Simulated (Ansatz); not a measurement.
## Electronic structure of Ni in real space

```
Ni
1.0
     2.30526    0.00000    0.00000
     0.00000    2.30526    0.00000
     0.00000    0.00000    2.30526
Ni
1
Direct
  0.00000 0.00000 0.00000
```

Space group Pm-3m; set up as Ni, simple cubic; a generated structure, not necessarily the stable one; spin-polarised.

Level of theory: DFT, r2SCAN, plane waves (500 eV) with PAW, scalar-relativistic (Ansatz).

Core electrons are frozen (PAW), and the valence fields are smoothed inside the atomic spheres.

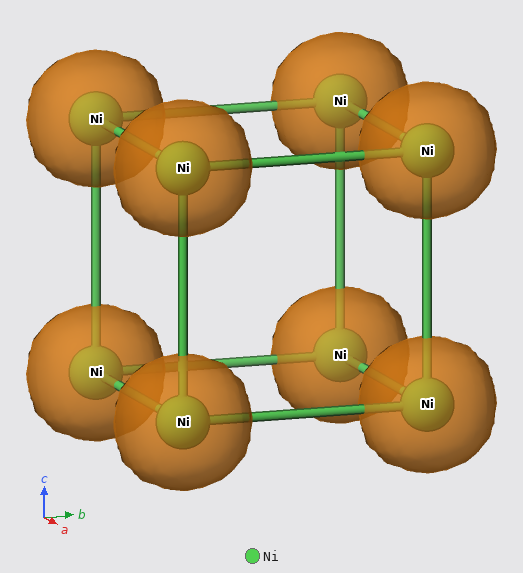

Figure 1. Isosurfaces of the magnetisation density (up minus down) at +0.2 (orange) and −0.2 e/Å³ (purple), seen slightly off an axis. Sticks mark near contacts.

Where is the spin, and how is it ordered?

Answer. The spin density sits on Ni: +0.9 μB in one cell of 1 atoms: parallel moments, as they must be, since the calculation's own cell holds one magnetic site. The cell of the calculation (1 atoms) carries 0.8 μB of net spin moment. Only one sign reaches the isovalue.

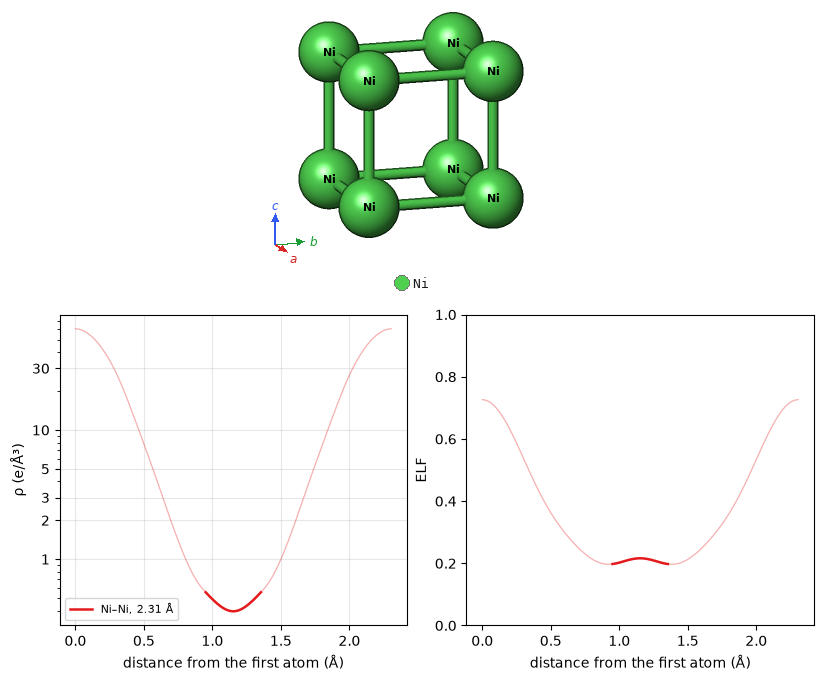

Figure 2. Valence electron density and ELF along straight lines between neighbouring atoms. Thin, pale parts lie inside the atomic spheres. The structure is drawn too.

What can be read from the curves?

Answer. Ni–Ni (2.31 Å): the density is about 0.39 e/Å³ at the midpoint; the ELF is about 0.20 at the midpoint; no shared electron pair shows on this line.

Metal or insulator at this level of theory?

Answer. It is gapless in this calculation (a metal or semimetal).
